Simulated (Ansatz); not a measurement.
Given this structure:

```yaml
crystal:
  lattice:
    - [4.99594, 0.00000, 0.00000]
    - [-2.49797, 4.32661, 0.00000]
    - [0.00000, 0.00000, 4.75708]
  atoms:
    - { symbol: Au, position: [0.00000, 0.67371, 0.50000] }
    - { symbol: Au, position: [0.67371, 0.00000, 0.50000] }
    - { symbol: Au, position: [0.32629, 0.32629, 0.50000] }
    - { symbol: Au, position: [0.33333, 0.66667, 0.00000] }
    - { symbol: Cu, position: [0.00000, 0.00000, 0.00000] }
    - { symbol: Au, position: [0.66667, 0.33333, 0.00000] }
```

Q: Describe what this structure looks like.

A: Its composition is CuAu$_{5}$. Space group P-62m (No. 189), lattice primitive hexagonal. In the cell are 1 Cu, 5 Au, which makes 1 formula unit. Cu is coordinated by twelve Au in an anticuboctahedral arrangement at 2.88 Å. Au takes two kinds of site: 3g with ten Au and two Cu in an anticuboctahedral arrangement (2.82 to 2.92 Å to Au, 2.88 Å to Cu); 2c with nine Au and three Cu in an anticuboctahedral arrangement (2.88 to 2.91 Å to Au, 2.88 Å to Cu). The bonds build a three-dimensional framework.

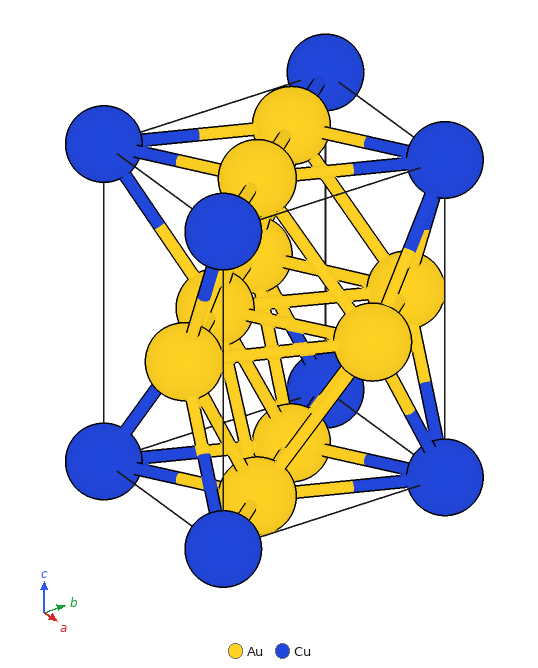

Crystal structure, ball-and-stick style, seen slightly off an axis. The edges of the conventional unit cell are marked.

Source of the structure: a structure listed in the Materials Project, with elements exchanged, so it need not be a known form of the compound. A relaxation with DFT PBE, scalar-relativistic, plane waves, PAW (Ansatz) gave the geometry drawn.
